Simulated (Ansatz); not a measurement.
```yaml
crystal:
  lattice:
    - [4.08696, 0.00000, 0.00000]
    - [0.00000, 4.08696, 0.00000]
    - [0.00000, 0.00000, 4.08696]
  atoms:
    - { symbol: Ti, position: [0.00000, 0.00000, 0.00000] }
    - { symbol: Ti, position: [0.50000, 0.50000, 0.00000] }
    - { symbol: Ti, position: [0.50000, 0.00000, 0.50000] }
    - { symbol: Ti, position: [0.00000, 0.50000, 0.50000] }
```

Space group Fm-3m.

Theory: Ansatz, Kohn-Sham DFT of a periodic cell, PBE with D4, Ansatz PAW.

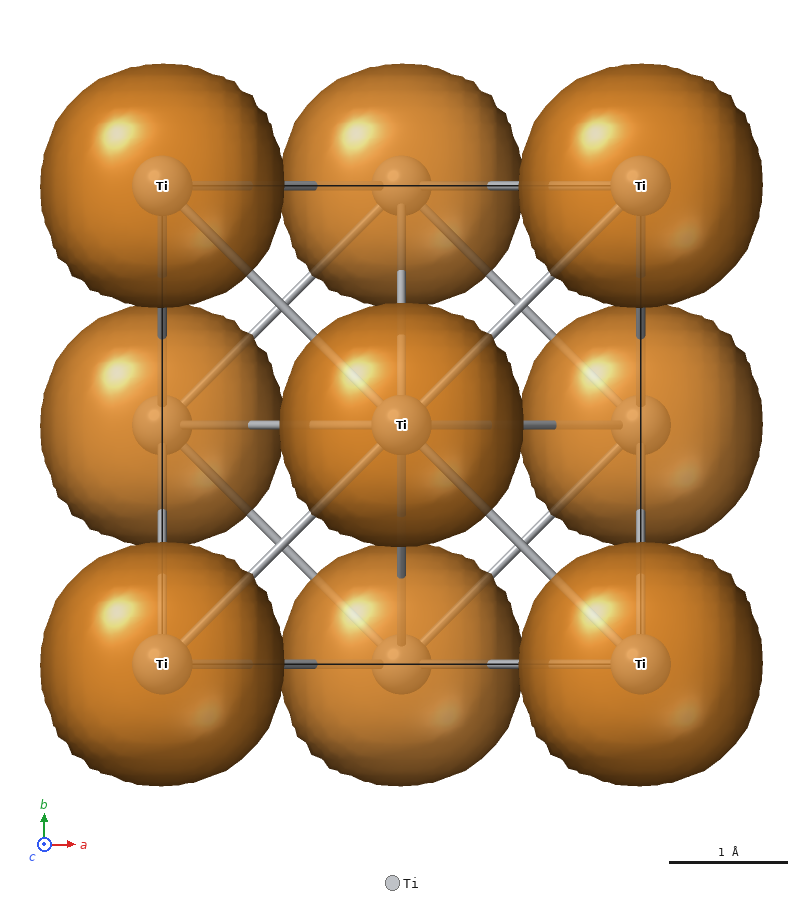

Ti. Isosurface of the valence charge density (pseudo) at 0.3 e/Å³ (orange), seen along the c axis. Sticks mark near contacts.

### How is the density connected at this value?

At this value the density breaks into separate islands; it holds about 80 % of the electrons treated as valence (semicore included). It bridges none of the near contacts. It is pinched off along the sampled Ti–Ti (2.89 Å) contacts. On the grid the lowest density along these lines, outside the cores, is 0.19 e/Å³ (Ti–Ti, 2.89 Å).
